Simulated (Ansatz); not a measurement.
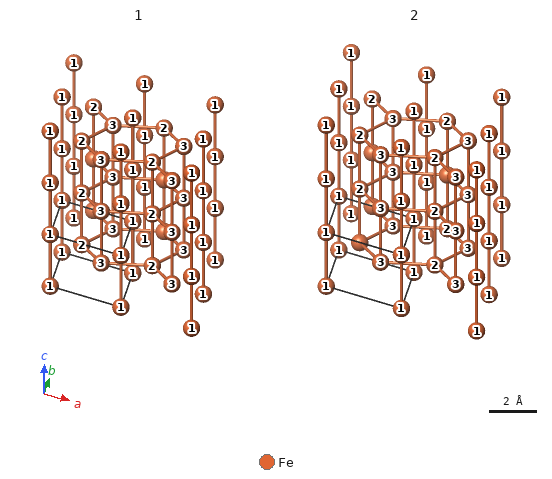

Two geometries of a crystal of Fe (a generated structure, set up in P6/mmm), drawn at one scale. One is the start of a relaxation, the other its converged end. Style: ball-and-stick. Shown: the cell of the calculation, repeated 2 × 2 × 3 with one cell outlined, from a free direction.

The calculation used DFT, PBEsol, plane waves (420 eV) with PAW, scalar-relativistic (Ansatz). (plane-wave cutoff 420 eV; k-point mesh 9 × 9 × 13; occupations fermi dirac; smearing width 0.1 eV; no spin polarisation; cell and atoms relaxed; force threshold 0.01 eV/Å; at most 60 steps)

### Which one is relaxed?

Structure 1 is the relaxed one. Phase: omega (AlB2-type). After 4 accepted moves (5 points after the start) the energy has fallen by 0.673 eV per cell of the calculation. All forces vanish by symmetry, so only the cell relaxes. Pressure: −34.20 GPa at the start and 0.00 GPa at the end. The SCF was repeated once at an unchanged geometry on a basis and grid sized afresh for the cell, which shifted the energy by 2.8 meV per cell of the calculation at most. The atoms keep their places relative to the cell (all moves are under 0.005 Å). The drawn cell changes as follows: a = b 4.052 → 3.809 Å (−6.0 %), c 2.484 → 2.393 Å (−3.7 %); the volume changes by −14.9 %. Some distances before and after: Fe1–Fe2 2.649 → 2.504 Å, Fe2–Fe3 2.340 → 2.199 Å, Fe1–Fe1 2.484 → 2.393 Å. The space group stays P6/mmm (No. 191). The program noted that a PAW file was made for another functional than the run's. The run took 20 s on 2 threads of Intel(R) Xeon(R) Platinum 8488C (Sapphire Rapids), on a shared host, peak memory 0.41 GiB.
